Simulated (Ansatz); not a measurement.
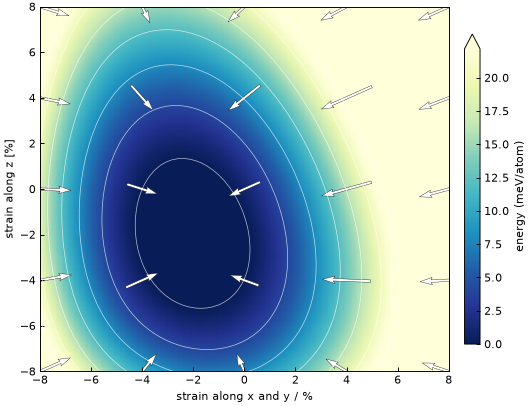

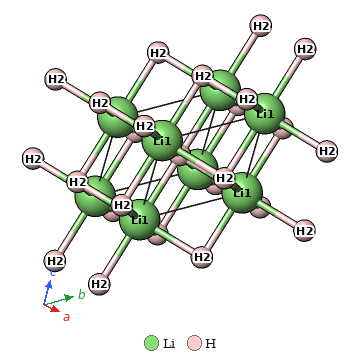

Energy landscape of LiH (Fm-3m, No. 225; 2 atoms in the cell). 
- The cell is strained homogeneously, by one strain along x and y and another along z, with fractional coordinates fixed (x, y and z along the cube axes).
- The first coordinate is: strain along x and y; the second: strain along z.
- Grid: 5 × 5 points.
- Points are written as (first, second).
- Energies are in meV/atom, from the lowest grid point.
- The reference cell is the one listed in the database, not relaxed at this level.
- All numbers below come from DFT PBEsol, scalar-relativistic, plane waves, PAW (Ansatz 0.2.0). Settings: cutoff 420 eV, k-mesh 10×10×10, gaussian smearing 0.05 eV, no spin polarisation.

The picture shows a smooth colour map with a few white contour lines, arrows along the force (downhill), their lengths compressed, one colour for all values above the top of the scale. Between grid points the surface is interpolated. The second picture is the reference structure.

> Describe this landscape.

The lowest grid point is at (−4 %, 0 %). The bottom of the well lies between grid points, at about (−2 %, −2 %), about 2.5 meV/atom lower on the interpolated surface. It is the only kind of minimum in the scanned range. The highest grid point, (8 %, 8 %), lies 66.9 meV/atom above the lowest. Round the minimum the valley is somewhat tilted: raising strain along x and y shifts the best value of strain along z downwards (coupling k₁₂/√(k₁₁k₂₂) about 0.2). The gap on the k-mesh is 2.2 eV at the lowest point and runs from 1.0 to 2.9 eV over the map.
